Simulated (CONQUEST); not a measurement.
# A series of single points on Ge

System: Ge (2 atoms in the cell).
Method: Kohn-Sham DFT of a periodic cell, PBEsol, PseudoDojo NC PBEsol, no spin polarisation (CONQUEST 1.3).

The 7 runs differ only in the geometry, by an even scaling of the cell at fixed fractional positions. The structure derives from a Materials Project entry.

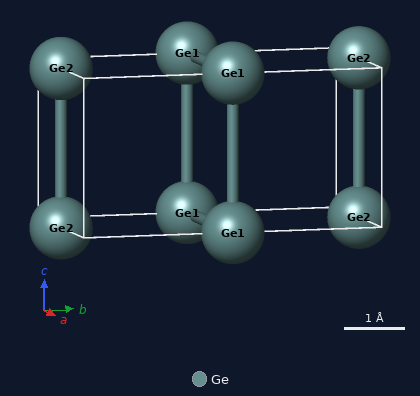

Figure 1. The structure of run 4 (ball-and-stick view of the cell of the calculation, set on other vectors, seen slightly off an axis; atoms are numbered from 1 in the order of the input). An atom can appear more than once, as a periodic image.

### Input of run 4
```
IO.Title Ge
IO.Coordinates coords.dat
IO.FractionalAtomicCoords T
IO.Iprint 2
IO.Iprint_init 1
General.NumberOfSpecies 1
General.PseudopotentialType hamann
AtomMove.TypeOfRun static
AtomMove.FullStress T
Grid.PointsAlongX 32
Grid.PointsAlongY 32
Grid.PointsAlongZ 60
DM.SolutionMethod diagon
Diag.MPMesh T
Diag.GammaCentred T
Diag.MPMeshX 10
Diag.MPMeshY 9
Diag.MPMeshZ 5
Diag.kT 0.00183747
minE.SCTolerance 1e-6
SC.MaxIters 100
IO.AtomChargeOutput T
%block ChemicalSpeciesLabel
1 72.610 Ge
%endblock
```

Command:
```bash
OMP_NUM_THREADS=1 Conquest
```

Lattice vectors (Å) and fractional positions of run 4:
```
   2.698231    0.000000    0.000000
   0.000000    2.794298    0.000000
   0.000000    0.000000    5.201032
Ge  0.000000  0.000000  0.500000
Ge  0.000000  0.500000  0.000000
```

Run 6 has the same physical settings and fractional positions; its lattice vectors (Å) are:
```
   2.733738    0.000000    0.000000
   0.000000    2.831069    0.000000
   0.000000    0.000000    5.269474
```

### Results, with one run withheld

```tsv
run	volume per atom (Å³)	free energy per atom, from the lowest run given (meV)	pressure (GPa)
1	18.431	2.64	2.02
2	18.823	0.00	0.16
3	19.215	1.62	−1.27
4	19.607	6.50	−2.64
5	19.999	14.56	−3.85
6	20.391	?	?
7	20.783	38.44	−5.98
```

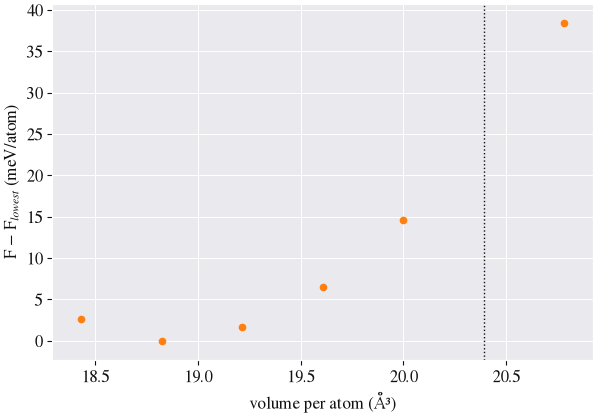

Figure 2. Free energy per atom of the runs given; the dotted line marks run 6.

Fit the runs given and predict run 6.

A cubic polynomial in V^(−2/3) (the Birch–Murnaghan form), fitted to the 6 runs given, misses them by at most 0.08 meV per atom. With x = V^(−2/3) − 0.13826 Å⁻², it reads F = 4.1523 − 2872.5 x + 4.9552e+05 x² + 2.464e+06 x³ (meV per atom). At run 6 it gives 25.33 meV per atom, and the run itself gives 25.17. The slope of the fit gives a pressure −dF/dV of −4.90 GPa there, and the run prints −4.91 GPa. The fit has its minimum at 18.868 Å³ per atom, where V d²F/dV² gives 77.6 GPa. Cell shape and fractional positions are held, so this is the stiffness under even scaling; the relaxed bulk modulus wasn't computed.

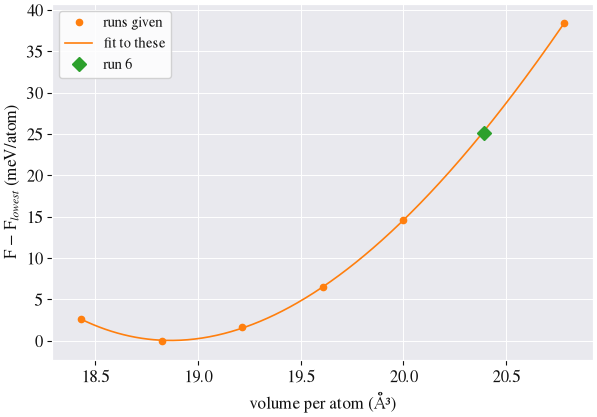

Figure 3. The fit and the withheld run.

### Some lines of the output (run 6)
```
[...]
      Using Fermi-Dirac smearing
          Free Energy (E-TS)               :      -178.365794886991438 Ha
          DFT Total Energy                 :      -178.358840428794650 Ha
          Free Energy (E-TS)               :      -178.361501057359419 Ha
          DFT Total Energy                 :      -178.360417555536856 Ha
          Free Energy (E-TS)               :      -178.361018674775437 Ha
          DFT Total Energy                 :      -178.360589990103676 Ha
          Free Energy (E-TS)               :      -178.361020368411062 Ha
          DFT Total Energy                 :      -178.360588756940246 Ha
          Free Energy (E-TS)               :      -178.361020119859575 Ha
          DFT Total Energy                 :      -178.360588732288647 Ha
      | Free Energy as E-TS      =      -178.361020119859575 Ha
      |* DFT total energy        =      -178.360588732288647 Ha
    force: Average pressure:     -4.90603786 GPa
```

Notes: With a small basis of atomic orbitals these values can differ much from converged plane-wave results.
